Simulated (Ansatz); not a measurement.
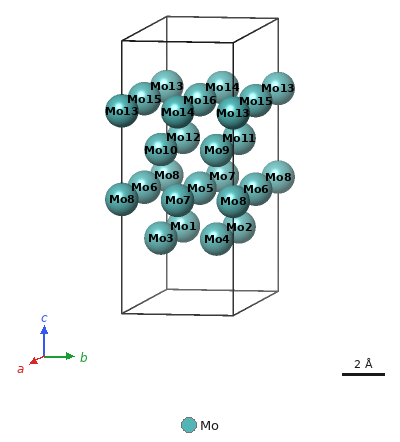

The structure as given in the input (spheres-only view of the cell of the calculation, with the vacuum cut short, seen slightly off an axis; atoms are numbered from 1 in the order of the input). An atom can appear more than once, as a periodic image.

**Run report: Mo, geometry relaxation (part 1 of 3)**

System: Mo (slab, 16 atoms in the cell).
Method: DFT PBE+D3(BJ), scalar-relativistic, plane waves, PAW, no spin polarisation (Ansatz 0.2.0).

The structure derives from an entry of the Crystallography Open Database. The input holds or restrains some coordinates. Forces given for the steps count only the free coordinates. It belongs to a series of runs on one base structure; here: clean slab, lower half held. Figures and captions count atoms from 1; the log counts them from 0 in places.

**Log**
```
Engine: ansatz 0.2.0, x86_64-unknown-linux-gnu
Pseudopotentials: kind: paw
Pseudopotential: Mo, paw, valence charge 14, recommended cutoff 420 eV (normal), Mo.paw.azcp
Functional definition: PBE
  parameter kappa = 0.804
  parameter beta = 0.06672455060314922
  exchange = pbe_x(kappa = kappa, mu = beta*pi^2/3)
  correlation = pbe_c(beta = beta)
Crystal: 16 atoms, lattice volume = 655.156 Å³
Basis set: ecut = 420 eV, 12775 PW (Γ), exchange–correlation on 80×80×320 points (8 copies of the dense FFT grid, shifted against one another)
Bands: 135, of which v1, the nominal top of the filled ones, is band 112 counted from 1 (111 counted from 0)
Symmetry: 16 space group operations
k-points: 13 of 36
Non-local potential: Mo, projectors of the file, l = 0: 3, l = 1: 2, l = 2: 2, l = 3: 1
PAW form: soft (Blöchl's): semilocal exchange-correlation on the pseudo side does not see the compensation charge
PAW one-centre angular grid: Mo, 590 points (default); XC on 64 Gauss nodes
Initial density: superposition of atomic densities (neutral atoms: chi_scale 0, normalization atom), corrected by the library's trained network
Initial wavefunctions: pseudopotential atomic-orbital guess
Functional: x = pbe(κ = 0.804, μ = 0.2195149727645171), c = pbe(β = 0.06672455060314922)
SCF iter   1: F=—  HF=-79295.062700 eV  |F-HF|=—  |Δ(HF+E_count)|=         —  Δρ=3.53e-3  dr2=2.55e-1  ethr=1.77e-3  p=0.000 e·Å  D=3.84e-14 V/Å  ΔV_dip=-0.00 eV  dr2_dipole=1.03e-10  V_vac-E_F(+/−)=4.80/4.80 eV  ⟨swp⟩=9.2  Hψ=8683  notcnv=0
efield: sawtooth ramp at fractional position 0.9800 (placed from the atoms, in the widest stretch of the axis that holds none; the zero of the levels goes with the place), width 0.0400; the density the first Hamiltonian is built on has a dipole p = 0.000 e·Å; the dipole correction subtracts the counter field D = 3.84e-14 V/Å, which shifts the + side's vacuum level by -0.00 eV against the − side's; the planar-averaged density in the ramp window peaks in size at 1.9e-5 e/Å³
preconditioner: auto → LDOS  [metal: Δε(μ)=0.027 eV  Ē_g=3.840 eV  σ=0.100 eV  W_gap=0.15  n_scr=120 (ndim 8)  ℏωp=14.2 eV  f_vac=0.548  D(μ)=13.27/eV (n_scr^D=76)  β→1.0]
SCF iter   2: F=—  HF=-79295.062301 eV  |F-HF|=—  |Δ(HF+E_count)|=   3.99e-4  Δρ=1.93e-3  dr2=7.18e-2  ethr=1.14e-4  p=-0.000 e·Å  D=-8.61e-8 V/Å  ΔV_dip=0.00 eV  dr2_dipole=6.77e-11  V_vac-E_F(+/−)=4.70/4.70 eV  ⟨swp⟩=2.0  Hψ=2700  notcnv=0  defer=36
SCF iter   3: F=—  HF=-79295.054381 eV  |F-HF|=—  |Δ(HF+E_count)|=   7.92e-3  Δρ=5.15e-4  dr2=5.07e-3  ethr=3.20e-5  p=0.000 e·Å  D=4.20e-7 V/Å  ΔV_dip=-0.00 eV  dr2_dipole=5.36e-11  V_vac-E_F(+/−)=4.72/4.72 eV  ⟨swp⟩=2.2  Hψ=2638  notcnv=0  defer=36
SCF iter   4: F=—  HF=-79295.053464 eV  |F-HF|=—  |Δ(HF+E_count)|=   9.17e-4  Δρ=1.56e-4  dr2=1.97e-4  ethr=2.26e-6  p=0.000 e·Å  D=2.15e-7 V/Å  ΔV_dip=-0.00 eV  dr2_dipole=1.09e-10  V_vac-E_F(+/−)=4.72/4.72 eV  ⟨swp⟩=2.8  Hψ=3163  notcnv=0  defer=30
SCF iter   5: F=—  HF=-79295.053582 eV  |F-HF|=—  |Δ(HF+E_count)|=   1.18e-4  Δρ=4.59e-5  dr2=2.17e-5  ethr=8.78e-8  p=0.000 e·Å  D=2.62e-7 V/Å  ΔV_dip=-0.00 eV  dr2_dipole=3.76e-11  V_vac-E_F(+/−)=4.71/4.71 eV  ⟨swp⟩=2.5  Hψ=2766  notcnv=0  defer=23
SCF iter   6: F=-79295.053598 eV  HF=-79295.053596 eV  |F-HF|=2.27e-6  |Δ(HF+E_count)|=   1.41e-5  Δρ=1.43e-5  dr2=1.10e-6  ethr=9.70e-9  p=0.000 e·Å  D=1.61e-7 V/Å  ΔV_dip=-0.00 eV  dr2_dipole=5.78e-13  V_vac-E_F(+/−)=4.71/4.71 eV  ⟨swp⟩=21.7  Hψ=18243  notcnv=0
SCF 1 converged in 6 iterations: F = -79295.053598 eV  dr2 = 1.10e-6
  greatest PAW one-centre occupation: 0.998 electrons in one spin orbital (limit 2), on the Mo atom at site 15 (counted from 0), in its partial waves of l = 0
relax step   1: F+E_penalty+E_count = -79295.05359808 eV  Δ(F+E_penalty+E_count) = +0.000e0 eV  max|allowed force component| = 5.245e-1 eV/Å  Δτ_max = 0.0000 Å  (6 SCF iters, dr2 threshold 2.25e-5 eV, accepted)
Initial density: handed on by an earlier stage of this run
Initial wavefunctions: those handed on with the density
iter 1 solved again at ethr=7.40e-4 eV; its pass at ethr=3.10e-3 eV (dr2=1.66e0 eV) is discarded
SCF iter   1: F=—  HF=-79295.111484 eV  |F-HF|=—  |Δ(HF+E_count)|=         —  Δρ=8.82e-3  dr2=1.44e0  ethr=7.40e-4  p=-0.000 e·Å  D=-2.65e-7 V/Å  ΔV_dip=0.00 eV  dr2_dipole=9.46e-2  V_vac-E_F(+/−)=4.72/4.72 eV  ⟨swp⟩=2.0  Hψ=5837  notcnv=0  defer=97
efield: sawtooth ramp at fractional position 0.9800 (handed on by an earlier solve), width 0.0400; the density the first Hamiltonian is built on has a dipole p = -0.000 e·Å; the dipole correction subtracts the counter field D = -2.65e-7 V/Å, which shifts the + side's vacuum level by +0.00 eV against the − side's; the planar-averaged density in the ramp window peaks in size at 1.5e-6 e/Å³
preconditioner: auto → LDOS  [metal: Δε(μ)=0.051 eV  Ē_g=3.925 eV  σ=0.100 eV  W_gap=0.27  n_scr=120 (ndim 8)  ℏωp=14.2 eV  f_vac=0.552  D(μ)=13.76/eV (n_scr^D=80)  β→1.0]
SCF iter   2: F=—  HF=-79295.055765 eV  |F-HF|=—  |Δ(HF+E_count)|=   5.57e-2  Δρ=4.06e-3  dr2=4.36e-1  ethr=6.45e-4  p=0.029 e·Å  D=8.05e-3 V/Å  ΔV_dip=-0.19 eV  dr2_dipole=9.66e-3  V_vac-E_F(+/−)=4.55/4.74 eV  ⟨swp⟩=3.0  Hψ=2798  notcnv=0  defer=101
SCF iter   3: F=—  HF=-79295.017914 eV  |F-HF|=—  |Δ(HF+E_count)|=   3.79e-2  Δρ=1.71e-3  dr2=6.79e-2  ethr=1.94e-4  p=0.025 e·Å  D=6.93e-3 V/Å  ΔV_dip=-0.16 eV  dr2_dipole=2.03e-3  V_vac-E_F(+/−)=4.58/4.75 eV  ⟨swp⟩=2.8  Hψ=2989  notcnv=0  defer=101
SCF iter   4: F=—  HF=-79295.006217 eV  |F-HF|=—  |Δ(HF+E_count)|=   1.17e-2  Δρ=3.95e-4  dr2=2.47e-3  ethr=3.03e-5  p=0.028 e·Å  D=7.80e-3 V/Å  ΔV_dip=-0.18 eV  dr2_dipole=8.70e-5  V_vac-E_F(+/−)=4.56/4.74 eV  ⟨swp⟩=2.8  Hψ=2813  notcnv=0  defer=110
SCF iter   5: F=—  HF=-79295.006417 eV  |F-HF|=—  |Δ(HF+E_count)|=   2.00e-4  Δρ=1.36e-4  dr2=2.22e-4  ethr=1.10e-6  p=0.030 e·Å  D=8.17e-3 V/Å  ΔV_dip=-0.19 eV  dr2_dipole=2.32e-6  V_vac-E_F(+/−)=4.55/4.75 eV  ⟨swp⟩=2.7  Hψ=2933  notcnv=0  defer=143
SCF iter   6: F=—  HF=-79295.006479 eV  |F-HF|=—  |Δ(HF+E_count)|=   6.23e-5  Δρ=4.86e-5  dr2=2.94e-5  ethr=9.91e-8  p=0.030 e·Å  D=8.28e-3 V/Å  ΔV_dip=-0.20 eV  dr2_dipole=5.43e-7  V_vac-E_F(+/−)=4.55/4.74 eV  ⟨swp⟩=2.8  Hψ=2670  notcnv=0  defer=143
SCF iter   7: F=-79295.006496 eV  HF=-79295.006499 eV  |F-HF|=2.77e-6  |Δ(HF+E_count)|=   1.94e-5  Δρ=1.88e-5  dr2=4.54e-6  ethr=7.68e-9  p=0.030 e·Å  D=8.33e-3 V/Å  ΔV_dip=-0.20 eV  dr2_dipole=1.20e-6  V_vac-E_F(+/−)=4.55/4.74 eV  ⟨swp⟩=23.6  Hψ=18831  notcnv=0
SCF 2 converged in 7 iterations: F = -79295.006496 eV  dr2 = 4.54e-6
relax step   2: F+E_penalty+E_count = -79295.00649585 eV  Δ(F+E_penalty+E_count) = +4.710e-2 eV  max|allowed force component| = 7.255e-1 eV/Å  Δτ_max = 0.1387 Å  (7 SCF iters, dr2 threshold 1.72e-5 eV, rejected (line search))
SCF iter   1: F=—  HF=-79295.149034 eV  |F-HF|=—  |Δ(HF+E_count)|=         —  Δρ=4.64e-3  dr2=4.23e-1  ethr=1.68e-3  p=0.030 e·Å  D=8.33e-3 V/Å  ΔV_dip=-0.20 eV  dr2_dipole=1.68e-2  V_vac-E_F(+/−)=4.54/4.74 eV  ⟨swp⟩=3.8  Hψ=3178  notcnv=0  defer=157
efield: sawtooth ramp at fractional position 0.9800 (handed on by an earlier solve), width 0.0400; the density the first Hamiltonian is built on has a dipole p = 0.030 e·Å; the dipole correction subtracts the counter field D = 8.33e-3 V/Å, which shifts the + side's vacuum level by -0.20 eV against the − side's; the planar-averaged density in the ramp window peaks in size at 4.4e-6 e/Å³
preconditioner: auto → LDOS  [metal: Δε(μ)=0.025 eV  Ē_g=3.867 eV  σ=0.100 eV  W_gap=0.14  n_scr=120 (ndim 8)  ℏωp=14.2 eV  f_vac=0.551  D(μ)=13.03/eV (n_scr^D=76)  β→1.0]
SCF iter   2: F=—  HF=-79295.137272 eV  |F-HF|=—  |Δ(HF+E_count)|=   1.18e-2  Δρ=2.55e-3  dr2=2.22e-1  ethr=1.89e-4  p=0.019 e·Å  D=5.24e-3 V/Å  ΔV_dip=-0.12 eV  dr2_dipole=1.69e-2  V_vac-E_F(+/−)=4.61/4.74 eV  ⟨swp⟩=2.1  Hψ=2694  notcnv=0  defer=154
SCF iter   3: F=—  HF=-79295.123677 eV  |F-HF|=—  |Δ(HF+E_count)|=   1.36e-2  Δρ=9.71e-4  dr2=2.55e-2  ethr=9.90e-5  p=0.020 e·Å  D=5.50e-3 V/Å  ΔV_dip=-0.13 eV  dr2_dipole=4.24e-3  V_vac-E_F(+/−)=4.60/4.73 eV  ⟨swp⟩=2.0  Hψ=2269  notcnv=0  defer=154
SCF iter   4: F=—  HF=-79295.120519 eV  |F-HF|=—  |Δ(HF+E_count)|=   3.16e-3  Δρ=2.31e-4  dr2=1.63e-3  ethr=1.14e-5  p=0.017 e·Å  D=4.76e-3 V/Å  ΔV_dip=-0.11 eV  dr2_dipole=3.11e-4  V_vac-E_F(+/−)=4.61/4.73 eV  ⟨swp⟩=3.1  Hψ=2975  notcnv=0  defer=154
SCF iter   5: F=—  HF=-79295.120446 eV  |F-HF|=—  |Δ(HF+E_count)|=   7.23e-5  Δρ=9.76e-5  dr2=2.61e-4  ethr=7.30e-7  p=0.017 e·Å  D=4.68e-3 V/Å  ΔV_dip=-0.11 eV  dr2_dipole=2.49e-5  V_vac-E_F(+/−)=4.61/4.72 eV  ⟨swp⟩=2.2  Hψ=2378  notcnv=0  defer=154
SCF iter   6: F=—  HF=-79295.120459 eV  |F-HF|=—  |Δ(HF+E_count)|=   1.24e-5  Δρ=2.96e-5  dr2=5.96e-6  ethr=1.16e-7  p=0.017 e·Å  D=4.70e-3 V/Å  ΔV_dip=-0.11 eV  dr2_dipole=8.14e-8  V_vac-E_F(+/−)=4.61/4.72 eV  ⟨swp⟩=2.0  Hψ=2140  notcnv=0  defer=154
SCF iter   7: F=—  HF=-79295.120608 eV  |F-HF|=—  |Δ(HF+E_count)|=   1.50e-4  Δρ=1.10e-5  dr2=1.31e-6  ethr=2.66e-9  p=0.017 e·Å  D=4.74e-3 V/Å  ΔV_dip=-0.11 eV  dr2_dipole=2.64e-7  V_vac-E_F(+/−)=4.61/4.72 eV  ⟨swp⟩=3.0  Hψ=3622  notcnv=0  defer=154
SCF iter   8: F=—  HF=-79295.120609 eV  |F-HF|=—  |Δ(HF+E_count)|=   5.61e-7  Δρ=3.43e-6  dr2=1.24e-7  ethr=5.84e-10  p=0.017 e·Å  D=4.76e-3 V/Å  ΔV_dip=-0.11 eV  dr2_dipole=2.40e-8  V_vac-E_F(+/−)=4.61/4.72 eV  ⟨swp⟩=2.2  Hψ=2941  notcnv=0  defer=154
SCF iter   9: F=-79295.120609 eV  HF=-79295.120609 eV  |F-HF|=5.15e-9  |Δ(HF+E_count)|=   8.66e-8  Δρ=1.20e-6  dr2=1.53e-8  ethr=4.46e-11  p=0.017 e·Å  D=4.77e-3 V/Å  ΔV_dip=-0.11 eV  dr2_dipole=2.03e-9  V_vac-E_F(+/−)=4.61/4.72 eV  ⟨swp⟩=20.0  Hψ=15679  notcnv=0
SCF 3 converged in 9 iterations: F = -79295.120609 eV  dr2 = 1.53e-8
relax step   3: F+E_penalty+E_count = -79295.12060910 eV  Δ(F+E_penalty+E_count) = -6.701e-2 eV  max|allowed force component| = 1.494e-1 eV/Å  Δτ_max = 0.0675 Å  (9 SCF iters, accepted)
SCF iter   1: F=—  HF=-79295.125241 eV  |F-HF|=—  |Δ(HF+E_count)|=         —  Δρ=7.25e-4  dr2=8.34e-3  ethr=4.33e-5  p=0.017 e·Å  D=4.77e-3 V/Å  ΔV_dip=-0.11 eV  dr2_dipole=6.69e-5  V_vac-E_F(+/−)=4.61/4.72 eV  ⟨swp⟩=2.0  Hψ=2796  notcnv=0  defer=12
efield: sawtooth ramp at fractional position 0.9800 (handed on by an earlier solve), width 0.0400; the density the first Hamiltonian is built on has a dipole p = 0.017 e·Å; the dipole correction subtracts the counter field D = 4.77e-3 V/Å, which shifts the + side's vacuum level by -0.11 eV against the − side's; the planar-averaged density in the ramp window peaks in size at 4.0e-6 e/Å³
preconditioner: auto → LDOS  [metal: Δε(μ)=0.028 eV  Ē_g=3.862 eV  σ=0.100 eV  W_gap=0.16  n_scr=120 (ndim 8)  ℏωp=14.2 eV  f_vac=0.551  D(μ)=13.39/eV (n_scr^D=76)  β→1.0]
SCF iter   2: F=—  HF=-79295.124972 eV  |F-HF|=—  |Δ(HF+E_count)|=   2.69e-4  Δρ=4.13e-4  dr2=4.58e-3  ethr=3.72e-6  p=0.014 e·Å  D=3.86e-3 V/Å  ΔV_dip=-0.09 eV  dr2_dipole=2.35e-7  V_vac-E_F(+/−)=4.63/4.72 eV  ⟨swp⟩=2.8  Hψ=2704  notcnv=0  defer=12
SCF iter   3: F=—  HF=-79295.124547 eV  |F-HF|=—  |Δ(HF+E_count)|=   4.25e-4  Δρ=1.37e-4  dr2=4.03e-4  ethr=2.04e-6  p=0.015 e·Å  D=4.06e-3 V/Å  ΔV_dip=-0.10 eV  dr2_dipole=2.37e-7  V_vac-E_F(+/−)=4.62/4.72 eV  ⟨swp⟩=3.3  Hψ=3197  notcnv=0  defer=12
SCF iter   4: F=—  HF=-79295.124617 eV  |F-HF|=—  |Δ(HF+E_count)|=   6.98e-5  Δρ=3.45e-5  dr2=2.12e-5  ethr=1.80e-7  p=0.014 e·Å  D=3.97e-3 V/Å  ΔV_dip=-0.09 eV  dr2_dipole=1.47e-10  V_vac-E_F(+/−)=4.63/4.72 eV  ⟨swp⟩=2.4  Hψ=2467  notcnv=0  defer=12
SCF iter   5: F=-79295.124618 eV  HF=-79295.124618 eV  |F-HF|=1.02e-7  |Δ(HF+E_count)|=   1.59e-6  Δρ=1.01e-5  dr2=1.14e-6  ethr=6.23e-10  p=0.014 e·Å  D=3.92e-3 V/Å  ΔV_dip=-0.09 eV  dr2_dipole=8.77e-9  V_vac-E_F(+/−)=4.63/4.72 eV  ⟨swp⟩=17.8  Hψ=17927  notcnv=0
SCF 4 converged in 5 iterations: F = -79295.124618 eV  dr2 = 1.14e-6
relax step   4: F+E_penalty+E_count = -79295.12461845 eV  Δ(F+E_penalty+E_count) = -4.009e-3 eV  max|allowed force component| = 7.692e-3 eV/Å  Δτ_max = 0.0077 Å  (5 SCF iters, dr2 threshold 1.39e-6 eV, accepted)
iter 1 solved again at ethr=5.01e-10 eV; its pass at ethr=3.10e-3 eV (dr2=1.12e-6 eV) is discarded
SCF iter   1: F=—  HF=-79295.124731 eV  |F-HF|=—  |Δ(HF+E_count)|=         —  Δρ=1.01e-5  dr2=1.12e-6  ethr=5.01e-10  p=0.014 e·Å  D=3.92e-3 V/Å  ΔV_dip=-0.09 eV  dr2_dipole=6.11e-9  V_vac-E_F(+/−)=4.63/4.72 eV  ⟨swp⟩=1.0  Hψ=4160  notcnv=0
efield: sawtooth ramp at fractional position 0.9800 (handed on by an earlier solve), width 0.0400; the density the first Hamiltonian is built on has a dipole p = 0.014 e·Å; the dipole correction subtracts the counter field D = 3.92e-3 V/Å, which shifts the + side's vacuum level by -0.09 eV against the − side's; the planar-averaged density in the ramp window peaks in size at 4.0e-6 e/Å³
preconditioner: auto → LDOS  [metal: Δε(μ)=0.028 eV  Ē_g=3.862 eV  σ=0.100 eV  W_gap=0.15  n_scr=120 (ndim 8)  ℏωp=14.2 eV  f_vac=0.551  D(μ)=13.41/eV (n_scr^D=76)  β→1.0]
SCF iter   2: F=—  HF=-79295.124619 eV  |F-HF|=—  |Δ(HF+E_count)|=   1.12e-4  Δρ=5.45e-6  dr2=7.70e-7  ethr=5.00e-10  p=0.014 e·Å  D=3.90e-3 V/Å  ΔV_dip=-0.09 eV  dr2_dipole=1.52e-9  V_vac-E_F(+/−)=4.63/4.72 eV  ⟨swp⟩=2.0  Hψ=2469  notcnv=0
SCF iter   3: F=—  HF=-79295.124619 eV  |F-HF|=—  |Δ(HF+E_count)|=   5.08e-8  Δρ=2.97e-6  dr2=1.81e-7  ethr=3.44e-10  p=0.014 e·Å  D=3.90e-3 V/Å  ΔV_dip=-0.09 eV  dr2_dipole=2.48e-9  V_vac-E_F(+/−)=4.63/4.72 eV  ⟨swp⟩=2.2  Hψ=2606  notcnv=0
SCF iter   4: F=-79295.124619 eV  HF=-79295.124619 eV  |F-HF|=1.36e-8  |Δ(HF+E_count)|=   1.10e-8  Δρ=1.34e-6  dr2=3.04e-8  ethr=4.46e-11  p=0.014 e·Å  D=3.90e-3 V/Å  ΔV_dip=-0.09 eV  dr2_dipole=7.59e-10  V_vac-E_F(+/−)=4.63/4.72 eV  ⟨swp⟩=12.0  Hψ=13482  notcnv=0
SCF 5 converged in 4 iterations: F = -79295.124619 eV  dr2 = 3.04e-8
relax step   5: F+E_penalty+E_count = -79295.12461906 eV  Δ(F+E_penalty+E_count) = -6.145e-7 eV  max|allowed force component| = 7.945e-3 eV/Å  Δτ_max = 0.0000 Å  (4 SCF iters, accepted)
```
